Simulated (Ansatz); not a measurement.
**Single-point calculation, with input and output: BN (part 2 of 2)**

Continued. System: BN (P6₃/mmc, 48 atoms in the cell). Method: DFT PBE, scalar-relativistic, plane waves, PAW, no spin polarisation (Ansatz 0.2.0); cutoff 420 eV, 2×2×2 k-mesh, Gaussian smearing of 0.05 eV. The structure derives from an entry of the Crystallography Open Database.

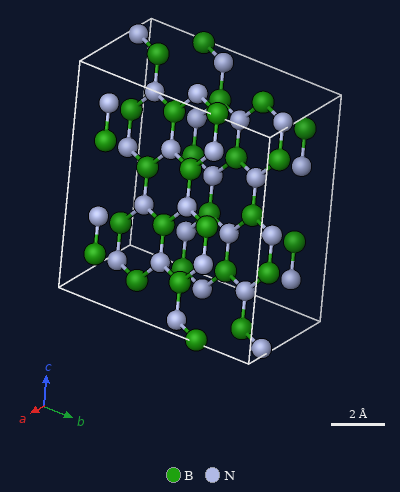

Fig. 1: The structure as given in the input (ball-and-stick view of the cell of the calculation, seen slightly off an axis). An atom can appear more than once, as a periodic image.

What the program printed, continued
```
SCF iter   1: F=—  HF=-13017.579839 eV  |F-HF|=—  |Δ(HF+E_count)|=         —  Δρ=1.44e-3  dr2=2.78e-3  ethr=1.77e-3  ⟨swp⟩=6.0  Hψ=3246  notcnv=0  defer=85
preconditioner: auto → Resta (q_TF=auto, 2.385 Å⁻¹)  ε∞=3.4  [insulator: Δε(μ)=4.289 eV  Ē_g=15.870 eV  σ=0.050 eV  W_gap=1.00  n_scr=90 (ndim 8)  ℏωp=24.8 eV  f_vac=0.021  D(μ)=0.00/eV (n_scr^D=0)  ε∞_Penn≈3.4]
SCF iter   2: F=—  HF=-13017.594015 eV  |F-HF|=—  |Δ(HF+E_count)|=   1.42e-2  Δρ=7.69e-4  dr2=5.48e-4  ethr=1.45e-6  ⟨swp⟩=2.0  Hψ=1323  notcnv=0  defer=115
SCF iter   3: F=—  HF=-13017.598608 eV  |F-HF|=—  |Δ(HF+E_count)|=   4.59e-3  Δρ=2.47e-4  dr2=1.22e-4  ethr=2.86e-7  ⟨swp⟩=2.0  Hψ=993  notcnv=0  defer=5
automatic band count: iteration 3 solves 111 bands in place of 144: the levels show a gap, and the empty bands left out lie too high to hold charge; the band table lists the bands solved (type scf.n_extra_bands for more)
SCF iter   4: F=—  HF=-13017.598962 eV  |F-HF|=—  |Δ(HF+E_count)|=   3.54e-4  Δρ=4.30e-5  dr2=1.00e-5  ethr=6.37e-8  ⟨swp⟩=2.0  Hψ=993  notcnv=0  defer=5
SCF iter   5: F=—  HF=-13017.598963 eV  |F-HF|=—  |Δ(HF+E_count)|=   1.07e-6  Δρ=1.45e-5  dr2=1.06e-6  ethr=5.23e-9  ⟨swp⟩=2.0  Hψ=993  notcnv=0  defer=5
SCF iter   6: F=-13017.598964 eV  HF=-13017.598964 eV  |F-HF|=2.36e-8  |Δ(HF+E_count)|=   1.63e-6  Δρ=2.13e-6  dr2=1.02e-8  ethr=5.21e-11  ⟨swp⟩=6.2  Hψ=2407  notcnv=0
SCF 1 converged in 6 iterations: F = -13017.598964 eV  dr2 = 1.02e-8
  greatest PAW one-centre occupation: 0.798 electrons in one spin orbital (limit 2), on the N atom at site 47 (counted from 0), in its partial waves of l = 0
SCF converged after 6 iterations
Free energy (F): -13017.598964 eV
Harris-Foulkes:  -13017.598964 eV  (|F-HF|=2.36e-8)
Internal energy: -13017.598964 eV  (E = F + TS)
E sigma→0 (E₀):  -13017.598964 eV
Fermi energy:    6.941050 eV
--- Per-component energies (eV) ---
  E_band       = -449.201534
  E_kinetic    = 4411.711556
  E_local      = -8326.913886  (includes V_loc(G=0)·N_el)
  E_nonlocal   = 1389.826672
  E_hartree    = 2687.335185
  E_xc         = -2215.599590
  E_vxc        = -2748.993629  (∫ρ·V_xc dr)
  E_paw        = -4964.786782  (= ΣΔE_a)
  E_vpaw       = -549.508751  (= ΣTr[D̂ρ^β])
  E_aug_tail   = 0.002377  (compensation charges beyond the density's cutoff)
  E_ewald      = -5999.174497
  E_smearing   = -0.000000  (= −TS)
  E_closure    = 0.000000  (closes the sum)
  Σ components = -13017.598964   (vs F -13017.598964, Δ=0.00e0)
--- Forces (eV/Å), atoms counted from 1 ---
  atom   1  B     -0.00021600     0.00012471     0.00000000
  atom   2  B     -0.00021600     0.00012471     0.00000000
  atom   3  B     -0.00021600     0.00012471    -0.00000000
  atom   4  B     -0.00021600     0.00012471     0.00000000
  atom   5  B     -0.00021600     0.00012471     0.00000000
  atom   6  B     -0.00021600     0.00012471    -0.00000000
  atom   7  B     -0.00021600     0.00012471     0.00000000
  atom   8  B     -0.00021600     0.00012471     0.00000000
  atom   9  B     -0.00021600     0.00012471    -0.00000000
  atom  10  B     -0.00021600     0.00012471     0.00000000
  atom  11  B     -0.00021600     0.00012471     0.00000000
  atom  12  B     -0.00021600     0.00012471     0.00000000
  atom  13  B      0.00021600    -0.00012471     0.00000000
  atom  14  B      0.00021600    -0.00012471    -0.00000000
  atom  15  B      0.00021600    -0.00012471    -0.00000000
  atom  16  B      0.00021600    -0.00012471    -0.00000000
  atom  17  B      0.00021600    -0.00012471    -0.00000000
  atom  18  B      0.00021600    -0.00012471    -0.00000000
  atom  19  B      0.00021600    -0.00012471     0.00000000
  atom  20  B      0.00021600    -0.00012471    -0.00000000
  atom  21  B      0.00021600    -0.00012471    -0.00000000
  atom  22  B      0.00021600    -0.00012471    -0.00000000
  atom  23  B      0.00021600    -0.00012471    -0.00000000
  atom  24  B      0.00021600    -0.00012471     0.00000000
  atom  25  N     -0.00056788     0.00032787     0.00000000
  atom  26  N     -0.00056788     0.00032787     0.00000000
  atom  27  N     -0.00056788     0.00032787    -0.00000000
  atom  28  N     -0.00056788     0.00032787     0.00000000
  atom  29  N     -0.00056788     0.00032787    -0.00000000
  atom  30  N     -0.00056788     0.00032787     0.00000000
  atom  31  N     -0.00056788     0.00032787    -0.00000000
  atom  32  N     -0.00056788     0.00032787    -0.00000000
  atom  33  N     -0.00056788     0.00032787     0.00000000
  atom  34  N     -0.00056788     0.00032787    -0.00000000
  atom  35  N     -0.00056788     0.00032787     0.00000000
  atom  36  N     -0.00056788     0.00032787    -0.00000000
  atom  37  N      0.00056788    -0.00032787     0.00000000
  atom  38  N      0.00056788    -0.00032787    -0.00000000
  atom  39  N      0.00056788    -0.00032787    -0.00000000
  atom  40  N      0.00056788    -0.00032787     0.00000000
  atom  41  N      0.00056788    -0.00032787    -0.00000000
  atom  42  N      0.00056788    -0.00032787     0.00000000
  atom  43  N      0.00056788    -0.00032787     0.00000000
  atom  44  N      0.00056788    -0.00032787    -0.00000000
  atom  45  N      0.00056788    -0.00032787    -0.00000000
  atom  46  N      0.00056788    -0.00032787     0.00000000
  atom  47  N      0.00056788    -0.00032787    -0.00000000
  atom  48  N      0.00056788    -0.00032787     0.00000000
  max |Σ_I F_I| component: 3.09e-18 eV/Å
--- Band table (eV; the first three rows and the last of 5) ---
  k-point 0: bands = ["-13.0427", "-12.7474", "-11.4929", "-11.4929", "-11.3776", "-11.3776", "-11.3776", "-11.3776", "-11.3776", "-11.3776", "-11.3776", "-11.3776", "-11.2566", "-11.2566", "-9.8243", "-9.7887", "-9.7887", "-9.7887", "-9.7887", "-9.7534", "-9.2012", "-9.2012", "-9.2012", "-9.2012", "-4.1338", "-4.1086", "-4.1086", "-4.1086", "-4.1086", "-4.0700", "-3.2166", "-3.2166", "-3.0560", "-3.0560", "-2.3563", "-2.3563", "-2.3563", "-2.3563", "-1.4557", "-0.7183", "-0.7183", "-0.7183", "-0.7183", "-0.7183", "-0.7183", "-0.7183", "-0.7183", "-0.7152", "-0.7152", "-0.7020", "-0.7020", "0.6379", "0.6696", "0.6696", "0.6696", "0.6696", "0.6713", "0.7025", "0.7139", "0.7139", "0.8638", "0.8638", "0.8819", "0.8819", "0.8819", "0.8819", "0.8819", "0.8819", "0.8819", "0.8819", "0.9175", "0.9175", "1.5772", "1.5772", "1.5772", "1.5772", "1.5772", "1.5772", "1.5772", "1.5772", "2.5688", "2.5688", "3.3483", "3.4732", "3.4734", "3.5104", "3.5105", "3.8720", "3.8720", "3.8720", "3.8720", "4.3598", "4.7147", "4.7147", "4.7147", "4.7147", "9.0876", "9.5528", "9.5528", "9.5528", "9.5528", "9.6719", "9.6719", "9.6720", "9.6720", "10.0613", "10.4618", "12.5830", "12.5830", "12.8106", "12.8106"]
  k-point 1: bands = ["-12.6364", "-12.6364", "-12.3551", "-12.3551", "-11.7391", "-11.7391", "-11.7391", "-11.7391", "-10.4517", "-10.4517", "-10.4517", "-10.4517", "-10.4517", "-10.4517", "-10.4517", "-10.4517", "-9.9822", "-9.9822", "-9.8403", "-9.8403", "-9.5738", "-9.5738", "-9.5125", "-9.5125", "-3.8242", "-3.8242", "-3.7464", "-3.7464", "-2.8295", "-2.8295", "-2.8217", "-2.8217", "-2.8217", "-2.8217", "-2.8217", "-2.8217", "-2.8217", "-2.8217", "-2.7942", "-2.7942", "-1.0978", "-1.0978", "-1.0477", "-1.0477", "-0.8953", "-0.8953", "-0.7169", "-0.7169", "-0.6412", "-0.6412", "-0.3025", "-0.3025", "-0.3025", "-0.3025", "0.6053", "0.6053", "0.6053", "0.6053", "0.6053", "0.6053", "0.6053", "0.6053", "1.0802", "1.0802", "1.0802", "1.0802", "1.1728", "1.1728", "1.8602", "1.8602", "1.8602", "1.8602", "1.9971", "1.9971", "2.0179", "2.0179", "2.6944", "2.6944", "2.7358", "2.7358", "2.8695", "2.8695", "2.8695", "2.8695", "2.8695", "2.8695", "2.8695", "2.8695", "3.0180", "3.0180", "3.7876", "3.7876", "4.3179", "4.3179", "4.6263", "4.6263", "9.3267", "9.3267", "10.2858", "10.2858", "10.3971", "10.3971", "10.7635", "10.7635", "10.9553", "10.9553", "11.0390", "11.0390", "11.0390", "11.0390", "11.0390"]
  k-point 2: bands = ["-12.5973", "-12.5973", "-12.3985", "-12.3985", "-11.8263", "-11.8263", "-11.6484", "-11.6484", "-10.5140", "-10.5140", "-10.5140", "-10.5140", "-10.3878", "-10.3878", "-10.3878", "-10.3878", "-9.9618", "-9.9618", "-9.8615", "-9.8615", "-9.5647", "-9.5647", "-9.5214", "-9.5214", "-3.8155", "-3.8155", "-3.7604", "-3.7604", "-2.8479", "-2.8479", "-2.8479", "-2.8479", "-2.8257", "-2.8257", "-2.8011", "-2.8011", "-2.7901", "-2.7901", "-2.7900", "-2.7900", "-1.0930", "-1.0930", "-1.0576", "-1.0576", "-0.7072", "-0.7072", "-0.6536", "-0.6536", "-0.6439", "-0.6439", "-0.3208", "-0.3208", "-0.2696", "-0.2696", "0.4468", "0.4468", "0.5826", "0.5826", "0.5826", "0.5826", "0.6294", "0.6294", "0.6295", "0.6295", "0.7936", "0.7936", "1.7902", "1.7902", "1.8406", "1.8406", "1.8800", "1.8800", "2.0039", "2.0039", "2.0254", "2.0254", "2.3441", "2.3441", "2.3441", "2.3441", "2.7007", "2.7007", "2.7298", "2.7298", "3.2026", "3.2026", "3.4359", "3.4359", "3.4359", "3.4359", "3.9255", "3.9255", "4.1234", "4.1234", "4.5264", "4.5264", "9.3625", "9.3625", "10.0458", "10.0458", "10.3876", "10.3876", "10.7824", "10.7824", "10.7824", "10.7824", "10.8041", "10.8041", "11.4102", "11.4102", "11.4639"]
  k-point 4: bands = ["-12.5001", "-12.5001", "-12.5001", "-12.5001", "-11.8617", "-11.8617", "-11.6098", "-11.6098", "-10.5394", "-10.5394", "-10.5394", "-10.5394", "-10.3609", "-10.3609", "-10.3609", "-10.3609", "-9.9121", "-9.9121", "-9.9121", "-9.9121", "-9.5429", "-9.5429", "-9.5429", "-9.5429", "-3.7906", "-3.7906", "-3.7906", "-3.7906", "-2.8569", "-2.8569", "-2.8569", "-2.8569", "-2.8148", "-2.8148", "-2.8148", "-2.8148", "-2.7755", "-2.7755", "-2.7755", "-2.7755", "-1.0777", "-1.0777", "-1.0777", "-1.0777", "-0.6817", "-0.6817", "-0.6817", "-0.6817", "-0.3147", "-0.3147", "-0.2537", "-0.2537", "0.0171", "0.0171", "0.0171", "0.0171", "0.1893", "0.1893", "0.5739", "0.5739", "0.5739", "0.5739", "0.6399", "0.6399", "0.6399", "0.6399", "1.8321", "1.8321", "1.8885", "1.8885", "2.0189", "2.0189", "2.0189", "2.0189", "2.1208", "2.1208", "2.1355", "2.1355", "2.1355", "2.1355", "2.7150", "2.7150", "2.7150", "2.7150", "3.6575", "3.6575", "3.6575", "3.6575", "3.6855", "3.6855", "3.6855", "3.6855", "4.2445", "4.2445", "4.2445", "4.2445", "9.6066", "9.6066", "9.6066", "9.6066", "10.5222", "10.5222", "10.5222", "10.5222", "10.7442", "10.7442", "10.7442", "10.7442", "11.7048", "11.7048", "11.7048"]
```

Results in brief

```csv
quantity,value
outcome,converged
space group (tolerance 0.01 Å),P6₃/mmc (194)
electrons treated,192
free energy,−13017.5990 eV
Fermi energy,6.941 eV
gap on the k-point mesh,4.29 eV
largest force (length of the vector),0.001 eV/Å
hardware,"4 threads of Arm Neoverse V2, 24 GiB of memory available, shared host"
wall time,3.5 s (CPU time 13 s)
peak memory,1.6 GiB
```

Warnings of the run: the structure was made exactly symmetric.
